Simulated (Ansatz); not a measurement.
Ir: geometry relaxation

System: Ir (1 atom in the cell).
Method: DFT, PBE, PAW with Ansatz's default frozen-core files, scalar-relativistic, no spin polarisation (Ansatz 0.2.0).

The structure was built on a prototype by a generator; it need not be a known phase. It belongs to a series of runs on one base structure; here: bcc relaxed, PAW files.

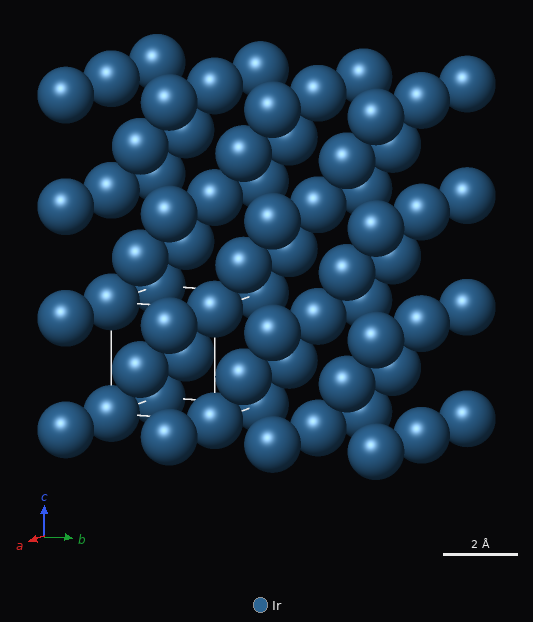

**Figure 1.** The starting structure (spheres-only view of the cell 2 times as large as that of the calculation, set on its symmetry axes, repeated 2 × 3 × 3, seen slightly off an axis).

Key numbers

- outcome: converged
- space group (tolerance 0.01 Å): Im-3m (229)
- electrons treated: 17
- free energy: −11934.6778 eV
- Fermi energy: 23.660 eV
- pressure: −0.02 GPa
- final volume: 15.04 Å³
- largest force (length of the vector) at the end: under 0.001 eV/Å
- final cell: a = 2.694 Å, b = 2.694 Å, c = 2.694 Å, α = 109.47°, β = 109.47°, γ = 109.47°
- hardware: 1 thread of Arm Neoverse V1, 24 GiB of memory available, shared host
- wall time: 10 s
- peak memory: 0.31 GiB

Notes

Spin–orbit coupling is left out, which matters for Ir.

Input
```yaml
crystal:
  lattice:
    - [-1.536405571, 1.536405571, 1.536405571]
    - [1.536405571, -1.536405571, 1.536405571]
    - [1.536405571, 1.536405571, -1.536405571]
  atoms:
    - { symbol: Ir, position: [0.0, 0.0, 0.0] }
kpoints:
  mp_grid: { grid: [19, 19, 19] }
scf:
  occupations: { method: fermi_dirac, width: 0.05 }
hamiltonian:
  xc: pbe
  pseudopotentials: { kind: paw }
output:
  forces: true
  stress: true
relax:
  f_tol: 0.005
  max_steps: 40
  cell: {}
```

Command:
```bash
ansatz run input.yaml --threads 1 --pin off --max-ram 3072MiB --backend cpu --events-out ev --progress --plain --runs-dir out
```

The program's output
```
Engine: ansatz 0.2.0, aarch64-unknown-linux-gnu
Pseudopotentials: kind: paw
Pseudopotential: Ir, paw, valence charge 17, recommended cutoff 420 eV (normal), Ir.paw.azcp
Functional definition: PBE
  parameter kappa = 0.804
  parameter beta = 0.06672455060314922
  exchange = pbe_x(kappa = kappa, mu = beta*pi^2/3)
  correlation = pbe_c(beta = beta)
Crystal: 1 atoms, lattice volume = 14.507 Å³
Basis set: ecut = 420 eV, 321 PW (Γ), exchange–correlation on 36×36×36 points (8 copies of the dense FFT grid, shifted against one another)
Bands: 13, of which v1, the nominal top of the filled ones, is band 9 counted from 1 (8 counted from 0)
Symmetry: 48 space group operations
Space group: Im-3m (ITA 229), of the structure as read, at distance tolerance 2.4e-5 Å
k-points: 220 of 6859
Non-local potential: Ir, projectors of the file, l = 0: 3, l = 1: 2, l = 2: 2, l = 3: 1
PAW form: soft (Blöchl's): semilocal exchange-correlation on the pseudo side does not see the compensation charge
PAW one-centre angular grid: Ir, 590 points (default); XC on 64 Gauss nodes
Initial density: superposition of atomic densities (neutral atoms: chi_scale 0, normalization atom), corrected by the library's trained network
Initial wavefunctions: pseudopotential atomic-orbital guess
Functional: x = pbe(κ = 0.804, μ = 0.2195149727645171), c = pbe(β = 0.06672455060314922)
SCF iter   1: F=—  HF=-11934.657334 eV  |F-HF|=—  |Δ(HF+E_count)|=         —  Δρ=5.28e-3  dr2=1.51e-3  ethr=1.77e-3  ⟨swp⟩=5.1  Hψ=14670  notcnv=0
preconditioner: auto → none  [metal: Δε(μ)=0.003 eV  Ē_g=13.721 eV  σ=0.050 eV  W_gap=0.02  n_scr=0 (ndim 8)  ℏωp=29.2 eV  f_vac=0.000  D(μ)=2.90/eV (n_scr^D=54)]
SCF iter   2: F=—  HF=-11934.657702 eV  |F-HF|=—  |Δ(HF+E_count)|=   3.68e-4  Δρ=2.46e-3  dr2=1.70e-4  ethr=8.91e-6  ⟨swp⟩=2.3  Hψ=5618  notcnv=0
SCF iter   3: F=—  HF=-11934.657929 eV  |F-HF|=—  |Δ(HF+E_count)|=   2.27e-4  Δρ=1.18e-3  dr2=3.69e-5  ethr=9.98e-7  ⟨swp⟩=2.1  Hψ=3925  notcnv=0
SCF iter   4: F=—  HF=-11934.658002 eV  |F-HF|=—  |Δ(HF+E_count)|=   7.27e-5  Δρ=3.60e-5  dr2=7.67e-8  ethr=2.17e-7  ⟨swp⟩=2.0  Hψ=3682  notcnv=0
iter 5 did not close the SCF: its close was put off for the readings that it lacked (scf_convergence_deferred on its scf_iter line)
SCF iter   5: F=-11934.658002 eV  HF=-11934.658002 eV  |F-HF|=3.91e-10  |Δ(HF+E_count)|=   2.43e-8  Δρ=9.03e-6  dr2=3.02e-9  ethr=4.51e-10  ⟨swp⟩=2.6  Hψ=4796  notcnv=0
SCF iter   6: F=-11934.658002 eV  HF=-11934.658002 eV  |F-HF|=5.82e-11  |Δ(HF+E_count)|=  1.71e-10  Δρ=8.10e-7  dr2=7.59e-11  ethr=1.78e-11  ⟨swp⟩=1.5  Hψ=8543  notcnv=0
SCF 1 converged in 6 iterations: F = -11934.658002 eV  dr2 = 7.59e-11
  greatest PAW one-centre occupation: 1.000 electrons in one spin orbital (limit 2), on the Ir atom at site 0 (counted from 0), in its partial waves of l = 0
relax step   1: F+E_penalty+E_count = -11934.65800163 eV  Δ(F+E_penalty+E_count) = +0.000e0 eV  max|allowed force component| = 0.000e0 eV/Å  Δτ_max = 0.0000 Å  P = +12.246 GPa  Ω = 14.507 Å³  (6 SCF iters, dr2 threshold 1.00e-7 eV, accepted)
Crystal: 1 atoms, lattice volume = 15.994 Å³
Initial density: handed on by an earlier stage of this run
Initial wavefunctions: those handed on with the density
iter 1 solved again at ethr=7.88e-6 eV; its pass at ethr=3.10e-3 eV (dr2=1.34e-3 eV) is discarded
SCF iter   1: F=—  HF=-11934.626751 eV  |F-HF|=—  |Δ(HF+E_count)|=         —  Δρ=3.34e-3  dr2=1.39e-3  ethr=7.88e-6  ⟨swp⟩=1.6  Hψ=20430  notcnv=0
preconditioner: auto → none  [metal: Δε(μ)=0.003 eV  Ē_g=12.657 eV  σ=0.050 eV  W_gap=0.02  n_scr=0 (ndim 8)  ℏωp=27.9 eV  f_vac=0.000  D(μ)=3.32/eV (n_scr^D=54)]
SCF iter   2: F=—  HF=-11934.626480 eV  |F-HF|=—  |Δ(HF+E_count)|=   2.72e-4  Δρ=1.31e-3  dr2=8.06e-5  ethr=7.88e-6  ⟨swp⟩=2.0  Hψ=3891  notcnv=0
SCF iter   3: F=—  HF=-11934.626504 eV  |F-HF|=—  |Δ(HF+E_count)|=   2.42e-5  Δρ=5.89e-4  dr2=1.28e-5  ethr=4.74e-7  ⟨swp⟩=2.4  Hψ=4646  notcnv=0
SCF iter   4: F=—  HF=-11934.626518 eV  |F-HF|=—  |Δ(HF+E_count)|=   1.43e-5  Δρ=1.83e-4  dr2=1.21e-6  ethr=7.51e-8  ⟨swp⟩=1.0  Hψ=2868  notcnv=0
SCF iter   5: F=-11934.626520 eV  HF=-11934.626519 eV  |F-HF|=2.92e-8  |Δ(HF+E_count)|=   1.38e-6  Δρ=2.70e-5  dr2=2.62e-8  ethr=5.88e-10  ⟨swp⟩=3.0  Hψ=11198  notcnv=0
SCF 2 converged in 5 iterations: F = -11934.626520 eV  dr2 = 2.62e-8
relax step   2: F+E_penalty+E_count = -11934.62651950 eV  Δ(F+E_penalty+E_count) = +3.148e-2 eV  max|allowed force component| = 0.000e0 eV/Å  Δτ_max = 0.0000 Å  P = -16.054 GPa  Ω = 15.994 Å³  energy of the carried Pulay correction = -7.392e-4 eV  (5 SCF iters, dr2 threshold 1.00e-7 eV, rejected (line search))
Crystal: 1 atoms, lattice volume = 15.115 Å³
iter 1 solved again at ethr=3.69e-6 eV; its pass at ethr=3.10e-3 eV (dr2=6.28e-4 eV) is discarded
SCF iter   1: F=—  HF=-11934.677332 eV  |F-HF|=—  |Δ(HF+E_count)|=         —  Δρ=2.07e-3  dr2=5.12e-4  ethr=3.69e-6  ⟨swp⟩=1.1  Hψ=20047  notcnv=0
preconditioner: auto → none  [metal: Δε(μ)=0.005 eV  Ē_g=13.242 eV  σ=0.050 eV  W_gap=0.02  n_scr=0 (ndim 8)  ℏωp=28.7 eV  f_vac=0.000  D(μ)=3.07/eV (n_scr^D=54)]
SCF iter   2: F=—  HF=-11934.677202 eV  |F-HF|=—  |Δ(HF+E_count)|=   1.31e-4  Δρ=7.24e-4  dr2=2.10e-5  ethr=3.01e-6  ⟨swp⟩=2.0  Hψ=3915  notcnv=0
SCF iter   3: F=—  HF=-11934.677207 eV  |F-HF|=—  |Δ(HF+E_count)|=   5.35e-6  Δρ=3.34e-4  dr2=3.68e-6  ethr=1.24e-7  ⟨swp⟩=2.0  Hψ=4525  notcnv=0
SCF iter   4: F=—  HF=-11934.677214 eV  |F-HF|=—  |Δ(HF+E_count)|=   6.77e-6  Δρ=8.70e-5  dr2=2.46e-7  ethr=2.17e-8  ⟨swp⟩=1.1  Hψ=2877  notcnv=0
SCF iter   5: F=—  HF=-11934.677215 eV  |F-HF|=—  |Δ(HF+E_count)|=   6.79e-7  Δρ=1.06e-5  dr2=3.57e-9  ethr=1.45e-9  ⟨swp⟩=2.0  Hψ=4491  notcnv=0
SCF iter   6: F=—  HF=-11934.677215 eV  |F-HF|=—  |Δ(HF+E_count)|=   4.74e-9  Δρ=7.89e-7  dr2=1.87e-11  ethr=2.10e-11  ⟨swp⟩=2.5  Hψ=4564  notcnv=0
SCF iter   7: F=-11934.677215 eV  HF=-11934.677215 eV  |F-HF|=1.09e-11  |Δ(HF+E_count)|=  2.73e-11  Δρ=4.43e-8  dr2=1.34e-13  ethr=1.00e-12  ⟨swp⟩=4.9  Hψ=10313  notcnv=0
SCF 3 converged in 7 iterations: F = -11934.677215 eV  dr2 = 1.34e-13
relax step   3: F+E_penalty+E_count = -11934.67721455 eV  Δ(F+E_penalty+E_count) = -1.921e-2 eV  max|allowed force component| = 0.000e0 eV/Å  Δτ_max = 0.0000 Å  P = -1.403 GPa  Ω = 15.115 Å³  energy of the carried Pulay correction = -3.112e-4 eV  (7 SCF iters, accepted)
Crystal: 1 atoms, lattice volume = 15.045 Å³
iter 1 solved again at ethr=1.05e-8 eV; its pass at ethr=3.10e-3 eV (dr2=1.78e-6 eV) is discarded
SCF iter   1: F=—  HF=-11934.677556 eV  |F-HF|=—  |Δ(HF+E_count)|=         —  Δρ=1.52e-4  dr2=2.47e-6  ethr=1.05e-8  ⟨swp⟩=3.1  Hψ=19763  notcnv=0
preconditioner: auto → none  [metal: Δε(μ)=0.005 eV  Ē_g=13.298 eV  σ=0.050 eV  W_gap=0.02  n_scr=0 (ndim 8)  ℏωp=28.7 eV  f_vac=0.000  D(μ)=3.05/eV (n_scr^D=54)]
SCF iter   2: F=—  HF=-11934.677557 eV  |F-HF|=—  |Δ(HF+E_count)|=   1.23e-6  Δρ=5.94e-5  dr2=1.33e-7  ethr=1.05e-8  ⟨swp⟩=2.0  Hψ=3962  notcnv=0
SCF iter   3: F=-11934.677557 eV  HF=-11934.677557 eV  |F-HF|=3.15e-8  |Δ(HF+E_count)|=   7.92e-8  Δρ=2.66e-5  dr2=2.29e-8  ethr=5.88e-10  ⟨swp⟩=3.7  Hψ=7889  notcnv=0
SCF 4 converged in 3 iterations: F = -11934.677557 eV  dr2 = 2.29e-8
relax step   4: F+E_penalty+E_count = -11934.67755703 eV  Δ(F+E_penalty+E_count) = -3.425e-4 eV  max|allowed force component| = 0.000e0 eV/Å  Δτ_max = 0.0000 Å  P = +0.012 GPa  Ω = 15.045 Å³  energy of the carried Pulay correction = -2.759e-4 eV  (3 SCF iters, dr2 threshold 1.00e-7 eV, accepted)
Basis set: ecut = 420 eV, 321 PW (Γ), exchange–correlation on 40×40×40 points (8 copies of the dense FFT grid, shifted against one another)
Initial wavefunctions: pseudopotential atomic-orbital guess (no wavefunctions were taken with the density)
iter 1 solved again at ethr=4.04e-8 eV; its pass at ethr=3.10e-3 eV (dr2=6.86e-6 eV) is discarded
SCF iter   1: F=—  HF=-11934.677755 eV  |F-HF|=—  |Δ(HF+E_count)|=         —  Δρ=3.42e-4  dr2=6.08e-7  ethr=4.04e-8  ⟨swp⟩=3.0  Hψ=22105  notcnv=0
preconditioner: auto → none  [metal: Δε(μ)=0.005 eV  Ē_g=13.299 eV  σ=0.050 eV  W_gap=0.02  n_scr=0 (ndim 8)  ℏωp=28.7 eV  f_vac=0.000  D(μ)=3.05/eV (n_scr^D=54)]
SCF iter   2: F=—  HF=-11934.677774 eV  |F-HF|=—  |Δ(HF+E_count)|=   1.95e-5  Δρ=1.70e-4  dr2=1.39e-7  ethr=3.58e-9  ⟨swp⟩=1.3  Hψ=3305  notcnv=0
SCF iter   3: F=—  HF=-11934.677782 eV  |F-HF|=—  |Δ(HF+E_count)|=   7.43e-6  Δρ=1.40e-5  dr2=1.52e-8  ethr=8.19e-10  ⟨swp⟩=2.0  Hψ=4673  notcnv=0
SCF iter   4: F=—  HF=-11934.677782 eV  |F-HF|=—  |Δ(HF+E_count)|=   2.20e-8  Δρ=2.31e-6  dr2=1.16e-10  ethr=8.91e-11  ⟨swp⟩=2.3  Hψ=4211  notcnv=0
SCF iter   5: F=-11934.677782 eV  HF=-11934.677782 eV  |F-HF|=1.82e-12  |Δ(HF+E_count)|=  8.73e-10  Δρ=2.10e-7  dr2=2.59e-12  ethr=1.00e-12  ⟨swp⟩=5.0  Hψ=10450  notcnv=0
SCF 5 converged in 5 iterations: F = -11934.677782 eV  dr2 = 2.59e-12
relax step   5: F+E_penalty+E_count = -11934.67778178 eV  Δ(F+E_penalty+E_count) = -2.248e-4 eV  max|allowed force component| = 0.000e0 eV/Å  Δτ_max = 0.0000 Å  P = -0.020 GPa  Ω = 15.045 Å³  stress off target by 2.03e-2 GPa  SCF on the basis re-selected at this cell (its energy is not comparable with the rows above)  (5 SCF iters)
```

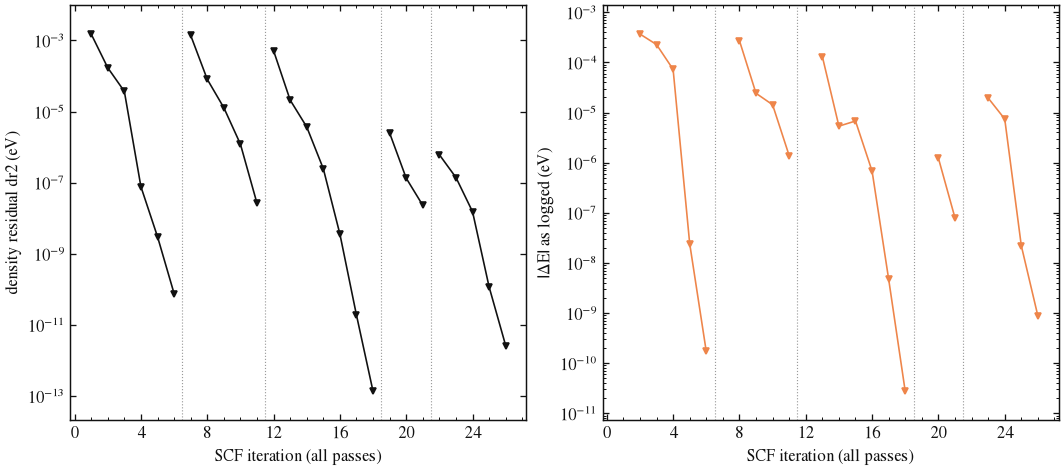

**Figure 2.** Convergence of the self-consistent field: density residual dr2 and size of the energy change against the SCF iteration. The dotted lines part the SCF passes of the relaxation: geometry steps, rejected trials and re-solves on a re-selected basis. The 5 passes take 3 to 7 iterations each, 26 in all.

```
basis re-selected at this cell: Δ(F+E_penalty+E_count) = -2.248e-4 eV, ΔP = -0.032 GPa vs the last step (what re-selecting the basis moved, of the pressure what is left beyond the Pulay correction that the steps carried, after the strain that the cell walked since its last selection, with what the two solves' SCF thresholds leave and, on support functions, any second-order correction that the steps lacked; it is no measure of the basis error at this ecutwfc). The dense FFT grid was sized anew with the basis: this SCF ran on 20×20×20 points, the steps before it on 18×18×18, so part of this shift can come from that change (see relax.cell in the input reference). This SCF's stress stands 2.03e-2 GPa from its target on what of the cell is left free (relax.cell.stress_tol is 5.00e-2 GPa) and its largest allowed force component is 0.00e0 eV/Å (relax.f_tol is 5.00e-3 eV/Å): within both
SCF converged after 5 iterations
Free energy (F): -11934.677782 eV
Harris-Foulkes:  -11934.677782 eV  (|F-HF|=1.82e-12)
Internal energy: -11934.653981 eV  (E = F + TS)
E sigma→0 (E₀):  -11934.665881 eV
Entropy (-TS):   -0.023801 eV (-23.801 meV/atom)
Fermi energy:    23.659621 eV
--- Per-component energies (eV) ---
  E_band       = -107.980508
  E_kinetic    = 622.747186
  E_local      = -1137.649063  (includes V_loc(G=0)·N_el)
  E_nonlocal   = 73.272464
  E_hartree    = 432.520694
  E_xc         = -267.326892
  E_vxc        = -299.213637  (∫ρ·V_xc dr)
  E_paw        = -9223.634142  (= ΣΔE_a)
  E_vpaw       = -232.178853  (= ΣTr[D̂ρ^β])
  E_aug_tail   = 0.000059  (compensation charges beyond the density's cutoff)
  E_ewald      = -2434.584286
  E_smearing   = -0.023801  (= −TS)
  E_closure    = 0.000000  (closes the sum)
  Σ components = -11934.677782   (vs F -11934.677782, Δ=0.00e0)
--- Forces (eV/Å), atoms counted from 1 ---
  atom   1  Ir    -0.00000000     0.00000000    -0.00000000
  max |Σ_I F_I| component: 1.64e-32 eV/Å
--- Stress (GPa, compression-positive) ---
       -0.020274      -0.000000      -0.000000
       -0.000000      -0.020274       0.000000
       -0.000000      -0.000000      -0.020274
  P = ⅓ Tr σ = -0.0203 GPa (-0.203 kbar)
--- Relaxed structure (4 steps of the walk, 3 accepted, 1 SCFs on fresh bases) ---
  F+E_penalty+E_count = -11934.67778178 eV   max|allowed force component| = 0.000e0 eV/Å   (the final SCF, on the basis selected at the relaxed cell)
  cell:  # Å, volume = 15.0447 Å³
    - [-1.5551588360596276, 1.5551588360596276, 1.5551588360596276]
    - [1.5551588360596276, -1.5551588360596276, 1.5551588360596276]
    - [1.5551588360596276, 1.5551588360596276, -1.5551588360596276]
  atoms:
    - { symbol: Ir, position: [0.0, 0.0, 0.0] }
```

Trajectory as extended XYZ (Å, eV, eV/Å), 5 frames, from step=1 to step=5
```
1
Lattice="-1.5364 1.5364 1.5364 1.5364 -1.5364 1.5364 1.5364 1.5364 -1.5364" Properties=species:S:1:pos:R:3:forces:R:3 step=1 energy=-11934.65800 pressure_GPa=12.25
Ir    0.0000    0.0000    0.0000    0.0000   0.0000   0.0000
1
Lattice="-1.5872 1.5872 1.5872 1.5872 -1.5872 1.5872 1.5872 1.5872 -1.5872" Properties=species:S:1:pos:R:3:forces:R:3 step=2 energy=-11934.62652 pressure_GPa=-16.05 accepted=F
Ir    0.0000    0.0000    0.0000    0.0000   0.0000   0.0000
1
Lattice="-1.5576 1.5576 1.5576 1.5576 -1.5576 1.5576 1.5576 1.5576 -1.5576" Properties=species:S:1:pos:R:3:forces:R:3 step=3 energy=-11934.67721 pressure_GPa=-1.40
Ir    0.0000    0.0000    0.0000    0.0000   0.0000   0.0000
1
Lattice="-1.5552 1.5552 1.5552 1.5552 -1.5552 1.5552 1.5552 1.5552 -1.5552" Properties=species:S:1:pos:R:3:forces:R:3 step=4 energy=-11934.67756 pressure_GPa=0.01
Ir    0.0000    0.0000    0.0000    0.0000   0.0000   0.0000
1
Lattice="-1.5552 1.5552 1.5552 1.5552 -1.5552 1.5552 1.5552 1.5552 -1.5552" Properties=species:S:1:pos:R:3:forces:R:3 step=5 energy=-11934.67778 pressure_GPa=-0.02
Ir    0.0000    0.0000    0.0000    0.0000   0.0000   0.0000
```
